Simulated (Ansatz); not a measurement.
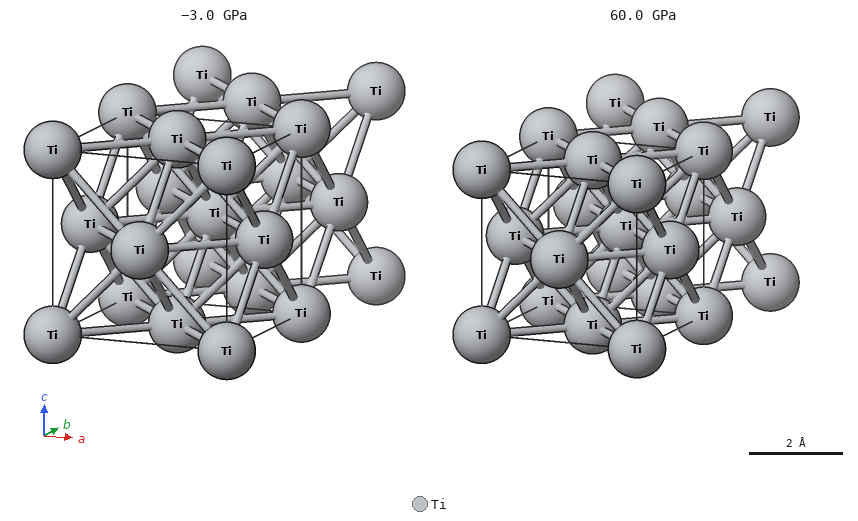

Crystalline Ti (set up in Fm-3m), relaxed (cell and atoms) at several target pressures. The picture shows the first and the last member. Style: ball-and-stick. Shown: the conventional cell (4 times the calculation's cell), repeated 1 × 2 × 1 with one cell outlined, slightly off an axis. Lengths and directions refer to the drawn axes.

Computed with Ansatz 0.2.0: DFT PBEsol, scalar-relativistic, plane waves, PAW. Settings: plane-wave cutoff 420 eV; k-point mesh 18 × 18 × 18 at −3.0 to 30.0, 20 × 20 × 20 at 60.0 GPa; occupations gaussian; smearing width 0.1 eV; no spin polarisation; cell and atoms relaxed; force threshold 0.008 eV/Å.

| pressure (GPa) | volume (Å³/atom) | a (Å) |
| --- | --- | --- |
| −3.0 | 17.134 | 4.092 |
| 0.0 | 16.680 | 4.056 |
| 3.0 | 16.265 | 4.022 |
| 8.0 | ? | ? |
| 15.0 | 14.948 | 3.910 |
| 30.0 | 13.774 | 3.805 |
| 60.0 | 12.169 | 3.651 |

**Estimate the missing row from the others, and compare with the calculation.**

Murnaghan's form V = V₀(1 + B′P/B₀)^(−1/B′), with V₀ = 16.680 Å³ from the row at zero pressure, fits the other rows with B₀ = 117 GPa and B′ = 2.89 (largest miss 0.009 Å³). At 8.0 GPa it gives 16.680 × (1 + 2.89 × 8.0/117)^(−1/2.89) = 15.671 Å³ per atom. The calculation gives 15.667 Å³/atom (a = 3.972 Å). The estimate is 0.004 Å³/atom too high. From the first member to the last: Ti–Ti 2.894 → 2.582 Å.

The whole series:

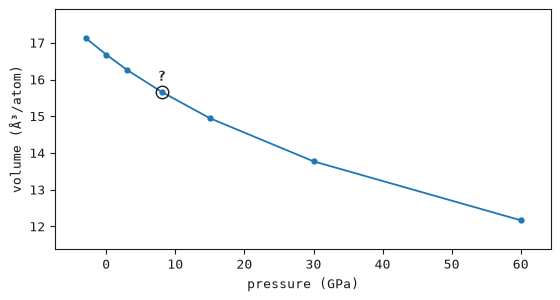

Each member starts from this one structure; whether another phase lies lower wasn't checked.
